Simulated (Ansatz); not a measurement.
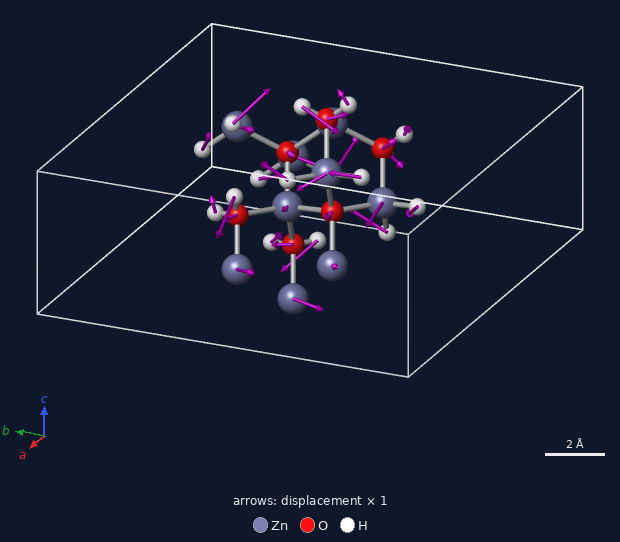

A relaxation of a wire of composition Zn3H8O3. The starting structure is drawn; purple arrows show the displacements (the part carried along by the change of the cell is left out), at their true length.

A ball-and-stick model of the cell of the calculation, with the vacuum cut short, seen from a free direction.

Case: wire along [0 0 1], 12 atoms a period, capped with H.

All numbers below come from DFT PBE, scalar-relativistic, plane waves, PAW in Ansatz. Set-up: plane-wave cutoff 420 eV; k-point mesh 1 × 1 × 6; occupations gaussian; smearing width 0.05 eV; no spin polarisation; cell relaxed at fixed a, b, alpha, beta, gamma; force threshold 0.02 eV/Å; at most 45 steps.

Question: Describe the change and its energy.

Answer: The largest moves relative to the centre of the atoms, 1.79 Å, are those of H atoms. Largest moves by element: H 1.79 Å, Zn 1.22 Å, O 0.82 Å. Along the periodic axis the drawn cell goes c 5.293 → 5.255 Å (−0.7 %). Some distances before and after: H–Zn 4.562 → 1.709 Å, O–Zn 2.007 → 3.243 Å, H–Zn 1.550 → 1.683 Å, O–Zn 1.999 → 2.093 Å. New bonds form, among them: H–Zn (4.56 → 1.71 Å). Bonds break, among them: O–Zn (2.01 → 3.24 Å). Among the angles between lasting bonds that change: Zn–O–Zn 110.3° → 155.9°, O–Zn–O 110.3° → 85.6°, Zn–O–Zn 108.7° → 129.7°. The energy falls by 5.645 eV per cell of the calculation in 34 accepted moves (40 points after the start). Largest force component: 2.1 eV/Å at the start, 0.0094 eV/Å at the end. The line search rejected the trial steps at points 16, 19, 25, 33, 37 of the run. At 1 point the geometry stayed and the basis and grid were re-selected for the new cell (energy shift of 5.6 meV per cell of the calculation at most each time).
